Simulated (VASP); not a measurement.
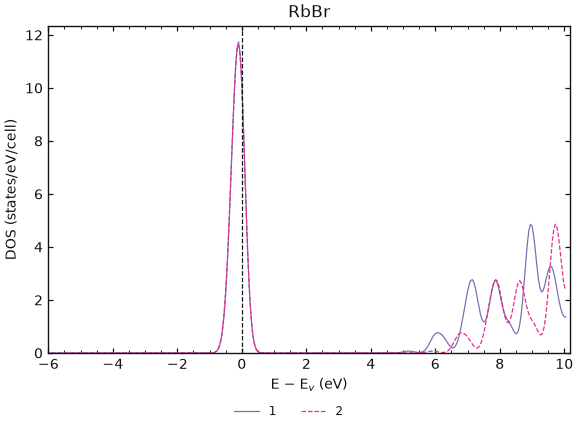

Total densities of states of RbBr, space group F-43m, 2 atoms in the cell, zincblende type, by two methods on the same cell. The curves are built from the levels of the k mesh with Gaussians 0.4 eV wide, which also blur the band edges. Each is counted from its own valence-band top.

Q: Which curve is which? The methods: PBE0 (VASP), HSE06 (VASP).

A: 1 is HSE06 (VASP); 2 is PBE0 (VASP). HSE06 (VASP) gives a gap of 5.17 eV and PBE0 (VASP) gives a gap of 5.91 eV.

Settings. HSE06 (VASP): DFT, HSE06, plane waves, PAW, 4×4×4 k mesh, 520 eV cutoff (VASP). PBE0 (VASP): DFT, PBE0, plane waves, PAW, 4×4×4 k mesh, 520 eV cutoff, Gaussian smearing of 0.01 eV (VASP).
